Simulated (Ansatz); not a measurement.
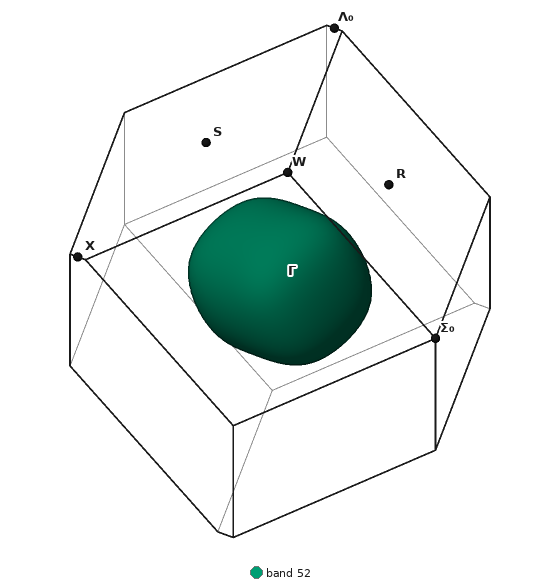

Constant-energy surfaces of SnO2 (space group Imma, No. 74), 0.20 eV below the valence-band maximum (one colour a band).

Theory: DFT PBEsol, scalar-relativistic, plane waves, PAW; levels and slopes on a dense k mesh at the converged density (Ansatz). No spin polarisation. The levels come from a k mesh of 16×16×16 points. Cell and positions as given, without relaxation (residual pressure −7 GPa). The cell comes from a database of computed structures, not from a measurement.

Masses come from a second pass at points close to the extrema; at the energies drawn a band may no longer be parabolic.

**Where are the valleys, how many are there, and what are their masses?**

Band 52 forms the valence edge. Within this energy: one maximum at Γ, principal masses 1.29, 1.29 and 1.83 mₑ.

Spin-orbit coupling, left out here, can change the gap, its kind, the place of the band edges and the masses, since the compound holds Sn.

Time for the whole run: 3.2 min on 4 threads of Arm Neoverse N1 (shared host), peak memory 2.4 GiB.
